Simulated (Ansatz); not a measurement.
SnO$_{2}$: band-structure calculation (part 2 of 2)

Continued. System: SnO$_{2}$ (I4₁/amd, 6 atoms in the cell). Method: DFT, PBE0, plane waves, PAW, no spin polarisation (Ansatz 0.2.0); cutoff 420 eV, 6×6×6 k-mesh, fixed occupations. The structure derives from a Materials Project entry. The geometry comes from this level: r2SCAN.

Geometry of the input (Å; fractional positions):
```
-1.9996  1.9996  5.1013
1.9996  -1.9996  5.1013
1.9996  1.9996  -5.1013
Sn 0.7500  0.2500  0.5000
Sn 0.0000  0.0000  0.0000
O  0.7963  0.7963  -0.0000
O  0.9537  0.4537  0.5000
O  0.2037  0.2037  0.0000
O  0.5463  0.0463  0.5000
```

**File bands.tsv**
```
# k_distance	band_0	band_1	band_2	band_3	band_4	band_5	band_6	band_7	band_8	band_9	band_10	band_11	band_12	band_13	band_14	band_15	band_16	band_17	band_18	band_19	band_20	band_21	band_22	band_23	band_24	band_25	band_26	band_27	band_28	band_29	band_30
# fermi_ev = 5.361470
# lock_threshold_ev = 1e-6
# [0, 0, 0] at k_distance = 0.000000
# [0, 0, 0.5] at k_distance = 1.110922
# [0.25, 0.25, 0.25] at k_distance = 1.418845
# [0, 0.5, 0] at k_distance = 2.204386
# [0.5, 0.5, -0.5] at k_distance = 3.048122
# [0.2884139347, 0.7115860653, -0.2884139347] at k_distance = 3.712960
# [-0.2884139347, 0.2884139347, 0.2884139347] at k_distance = 4.374431
# [-0.0768278695, 0.0768278695, 0.5] at k_distance = 5.039269
# [0.5, 0.5, -0.0768278695] at k_distance = 5.700740
# [0.1875, 0.1875, 0.270833] at k_distance = 6.093492
# levels_relative_to = fermi_ev
# free_energy_ev = -14324.008457
# largest_residual_norms_ev = 2.096e-4 2.239e-4 1.915e-4 2.021e-4 2.442e-4 2.263e-4 2.217e-4 2.797e-4 2.055e-4 2.028e-4 2.532e-4 2.534e-4 2.388e-4 2.513e-4 1.084e-3 1.084e-3 1.515e-3 1.017e-3 9.385e-4 1.395e-3 8.803e-4 1.441e-3 1.141e-3 1.488e-3 1.130e-3 1.495e-3 1.872e-3 1.882e-3 2.008e-3 2.519e-3 2.216e-3
0.000000	-21.858882	-21.826887	-21.674297	-21.026265	-20.856442	-20.856442	-20.712001	-20.693487	-20.693487	-20.669224	-19.883944	-17.028452	-16.295425	-16.077541	-4.883336	-4.836829	-4.836828	-4.200323	-3.486320	-3.486320	-1.556482	-0.859552	-0.613508	-0.613508	-0.471695	-0.471695	4.116540	8.399455	12.018051	12.750942	12.762100
1.110922	-21.468802	-21.468802	-21.044559	-21.044559	-20.879945	-20.879945	-20.764683	-20.764683	-20.701080	-20.701080	-17.988516	-17.988516	-17.621586	-17.621586	-7.706937	-7.706937	-3.488174	-3.488174	-2.378610	-2.378610	-0.709320	-0.709320	-0.645781	-0.645781	-0.031332	-0.031332	10.371635	10.371635	10.387081	10.387081	11.553549
1.418845	-21.468606	-21.468606	-21.045588	-21.045588	-20.884953	-20.884953	-20.734279	-20.734279	-20.725680	-20.725680	-17.988642	-17.988642	-17.621449	-17.621449	-7.705643	-7.705643	-3.558610	-3.558610	-2.174974	-2.174974	-1.065474	-1.065474	-0.469917	-0.469917	0.010341	0.010341	10.258092	10.258092	10.759611	10.759611	11.208230
2.204386	-21.875392	-21.599450	-21.272337	-21.075929	-20.879305	-20.846398	-20.751008	-20.731319	-20.695681	-20.659270	-18.462282	-18.049659	-17.745116	-16.052083	-6.647168	-5.582474	-4.815064	-3.054276	-2.981673	-2.656860	-1.488338	-1.044773	-0.870979	-0.867331	-0.533358	-0.194687	7.743915	9.145344	10.636369	11.405144	12.831250
3.048122	-22.023593	-22.023593	-21.133327	-21.133327	-20.898570	-20.898570	-20.690636	-20.690636	-20.647540	-20.647540	-18.952187	-18.952187	-15.739148	-15.739148	-5.278421	-5.278421	-3.402486	-3.402486	-2.786684	-2.786684	-2.660606	-2.660606	-1.083932	-1.083932	-0.342644	-0.342644	6.937021	6.937021	10.308655	10.308655	14.970206
3.712960	-21.897540	-21.659635	-21.268406	-20.960508	-20.884628	-20.835741	-20.796973	-20.714203	-20.711786	-20.652461	-18.456809	-18.319098	-17.538319	-15.982381	-6.365418	-5.660592	-4.884446	-3.097065	-2.723810	-2.565698	-2.349967	-0.991143	-0.794036	-0.772476	-0.302528	-0.184537	7.668438	9.135898	10.331514	11.242732	13.600155
4.374431	-21.897540	-21.659635	-21.268406	-20.960508	-20.884628	-20.835741	-20.796973	-20.714203	-20.711786	-20.652461	-18.456809	-18.319098	-17.538319	-15.982381	-6.365418	-5.660592	-4.884446	-3.097065	-2.723810	-2.565698	-2.349967	-0.991143	-0.794036	-0.772476	-0.302528	-0.184537	7.668438	9.135898	10.331514	11.242732	13.600155
5.039269	-21.513012	-21.513012	-21.046333	-21.046333	-20.864278	-20.864278	-20.766782	-20.766782	-20.703527	-20.703527	-18.143305	-18.143305	-17.420819	-17.420819	-7.568463	-7.568463	-3.499641	-3.499641	-2.436185	-2.436185	-1.044889	-1.044889	-0.359825	-0.359825	-0.068405	-0.068405	9.697587	9.697587	10.858483	10.858483	11.723463
5.700740	-21.513012	-21.513012	-21.046333	-21.046333	-20.864278	-20.864278	-20.766782	-20.766782	-20.703527	-20.703527	-18.143305	-18.143305	-17.420819	-17.420819	-7.568463	-7.568463	-3.499641	-3.499641	-2.436185	-2.436185	-1.044889	-1.044889	-0.359825	-0.359825	-0.068405	-0.068405	9.697587	9.697587	10.858483	10.858483	11.723463
6.093492	-21.510583	-21.435029	-21.090249	-21.017259	-20.923843	-20.845055	-20.751708	-20.736408	-20.720548	-20.713713	-18.017145	-17.998131	-17.762908	-17.405994	-7.835999	-7.498744	-3.739579	-3.373846	-2.250722	-2.129634	-1.150948	-1.002356	-0.598099	-0.359392	-0.009518	-0.001869	9.901798	10.276451	10.781628	10.788882	11.277901
```

**File v_z.tsv**
```
# z_ang	v_es[eV]	v_tot[eV]
# format = ansatz-planar-average/11
# xc	pbe0
# density_cutoff_ev	1680
# datasets	Sn=:simpson_from_first_knot:soft:fock:shift=0	O=:simpson_from_first_knot:soft:fock:shift=0
# lattice	-1.999637859	1.999637859	5.101254111
# lattice	1.999637859	-1.999637859	5.101254111
# lattice	1.999637859	1.999637859	-5.101254111
# sites	6
# site	50	-0.000000000	1.999637859	2.550627055
# site	50	0.000000000	0.000000000	0.000000000
# site	8	0.000000000	0.000000000	8.124663758
# site	8	-0.000000000	1.999637859	4.628471519
# site	8	0.000000000	0.000000000	2.077844464
# site	8	0.000000000	1.999637858	0.472782591
0.000000	6.236521e0	-2.296199e0
0.145816	6.254942e0	-2.257417e0
0.291633	6.310483e0	-2.143800e0
0.437449	6.399855e0	-1.965601e0
0.583266	6.510006e0	-1.742953e0
0.729082	6.624583e0	-1.498050e0
0.874899	6.747187e0	-1.234477e0
1.020715	6.900529e0	-9.416322e-1
1.166532	7.107595e0	-6.140797e-1
1.312348	7.336745e0	-3.026335e-1
1.458164	7.444481e0	-1.656152e-1
1.603981	7.336745e0	-3.026335e-1
1.749797	7.107595e0	-6.140797e-1
1.895614	6.900529e0	-9.416322e-1
2.041430	6.747187e0	-1.234477e0
2.187247	6.624583e0	-1.498050e0
2.333063	6.510006e0	-1.742953e0
2.478880	6.399855e0	-1.965601e0
2.624696	6.310483e0	-2.143800e0
2.770512	6.254942e0	-2.257417e0
2.916329	6.236521e0	-2.296199e0
3.062145	6.254942e0	-2.257417e0
3.207962	6.310483e0	-2.143800e0
3.353778	6.399855e0	-1.965601e0
3.499595	6.510006e0	-1.742953e0
3.645411	6.624583e0	-1.498050e0
3.791228	6.747187e0	-1.234477e0
3.937044	6.900529e0	-9.416322e-1
4.082860	7.107595e0	-6.140797e-1
4.228677	7.336745e0	-3.026335e-1
4.374493	7.444481e0	-1.656152e-1
4.520310	7.336745e0	-3.026335e-1
4.666126	7.107595e0	-6.140797e-1
4.811943	6.900529e0	-9.416322e-1
4.957759	6.747187e0	-1.234477e0
5.103576	6.624583e0	-1.498050e0
5.249392	6.510006e0	-1.742953e0
5.395208	6.399855e0	-1.965601e0
5.541025	6.310483e0	-2.143800e0
5.686841	6.254942e0	-2.257417e0
```

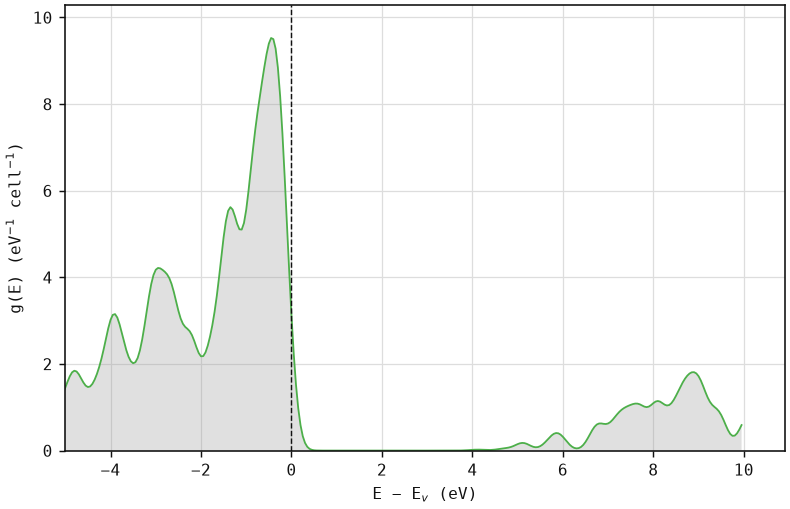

Density of states (the curve is built from the levels of the k mesh with Gaussians 0.4 eV wide, which also blur the band edges), with energies from the valence-band top. There is a gap of 4.12 eV on the k-point mesh. Small ripples come from the finite k-point mesh.

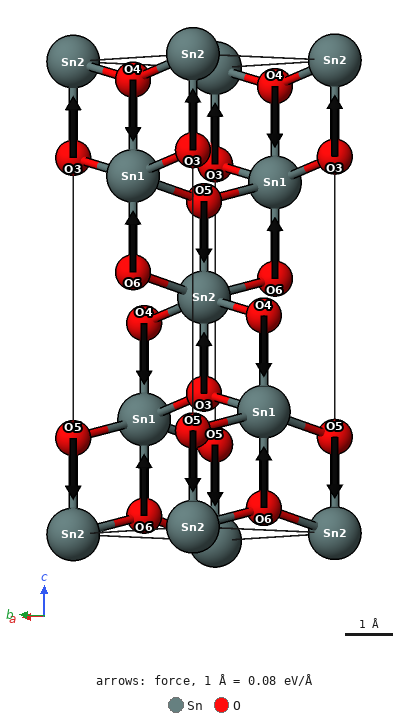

Forces on the atoms as black arrows (ball-and-stick view of the cell 2 times as large as that of the calculation, set on its symmetry axes, seen at an oblique angle; atoms are numbered from 1 in the order of the input). The largest act on all 4 O atoms (0.11 eV/Å). The geometry is not a stationary point of this energy.

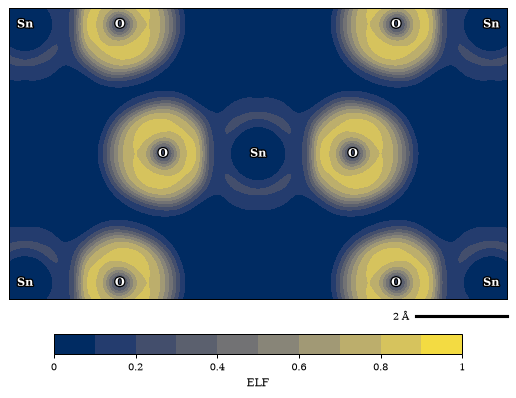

Electron localisation function on the (110) plane of the conventional cell. The section cuts through Sn and O sites. Sn–O (2.08 Å): the ELF is about 0.25 at the midpoint. In a PAW calculation such maps are meaningful between the atoms, not at the nuclei.

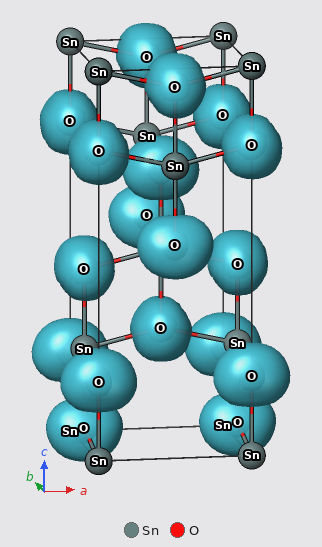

Isosurface of the electron localisation function at 0.7 (cyan), seen slightly off an axis. Core shells and regions of very low density are left out. Sticks mark near contacts. The outline is the cell set on symmetry axes. Along the contacts the grid gives the following. Sn–O (2.05 Å): the ELF is about 0.25 at the midpoint.

**Summary**

| quantity | value |
| --- | --- |
| outcome | converged |
| space group (tolerance 0.01 Å) | I4₁/amd (141) |
| electrons treated | 52 |
| free energy | −14324.0085 eV |
| Fermi energy | 5.361 eV |
| gap on the k-point mesh | 4.12 eV |
| pressure | −1.35 GPa |
| largest force (length of the vector) | 0.107 eV/Å |
| wall time | 2.9 min (CPU time 11 min) |
| peak memory | 3.1 GiB |

**Notes**

Warnings of the run: the exchange loop's threshold is looser than advised for the stress; the SCF threshold is looser than advised for the printed stress.
